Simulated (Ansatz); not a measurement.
Consider SiGe31.

SiGe31, 64 atoms, a = 11.33 Å, b = 11.33 Å, c = 11.33 Å, α = 90.00°, β = 90.00°, γ = 90.00°.

Space group I-43m; a generated structure, not necessarily the stable one.

Theory: DFT PBEsol, scalar-relativistic, plane waves, PAW (Ansatz).

### Predict the electron localisation function between the atoms.

Si–Ge (2.41 Å): the ELF peaks at about 0.90 between the atoms.
Ge–Ge (2.46 Å): the ELF peaks at about 0.75 between the atoms.

### Does the calculation make it a metal, or give it a gap?

It is gapless in this calculation (a metal or semimetal).

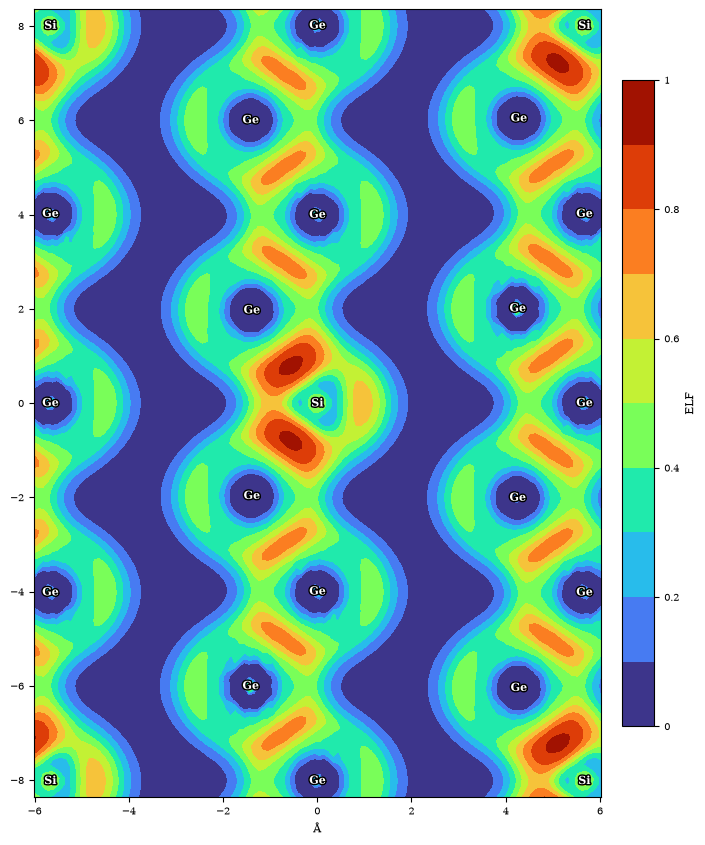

Computed electron localisation function on the (101) plane of the conventional cell. 
